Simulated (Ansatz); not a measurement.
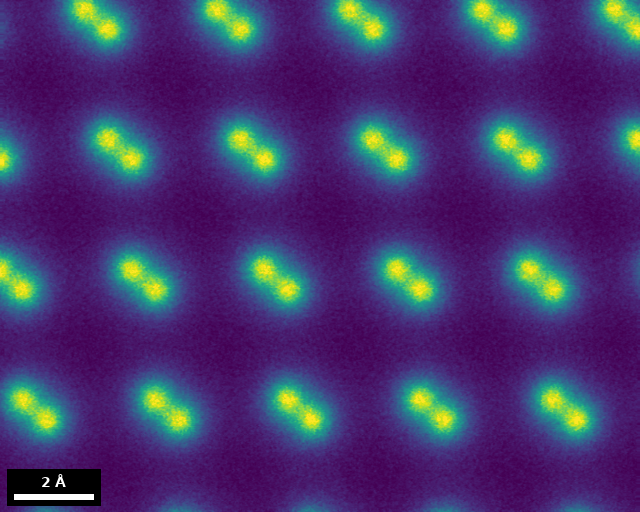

iDPC-like image of Sr (P6_3/mmc, No. 194). Simulated as the projected potential of neutral atoms (B = 0.5 Å²) blurred by a 0.50 Å probe, the thin-sample limit of integrated differential phase contrast. Shot noise and a slight drift were added. Model: the geometry relaxed at fixed volume with Ansatz, DFT HSE06, scalar-relativistic, plane waves, PAW; the starting structure was generated, so it need not be a known form of this composition.

Space group P6_3/mmc (No. 194). a = 4.255 Å, b = 4.255 Å, c = 7.197 Å, α = 90.00°, β = 90.00°, γ = 120.00°
| atom | site | symmetry | x | y | z |
| --- | --- | --- | --- | --- | --- |
| Sr | 2d | -6m2 | 0.3333 | 0.6667 | 0.7500 |

Which beam direction gives this image, [100], [101], [211] or [201]? (Directions equivalent by symmetry count as one.)

Answer. [211]. The projected cells are 3.68 × 7.20 Å, 90° for [100]; 3.66 × 4.11 Å, 116° for [101]; 3.34 × 3.34 Å, 101° for [211]; 2.75 × 3.93 Å, 110° for [201], and the image repeats as the [211] one does.
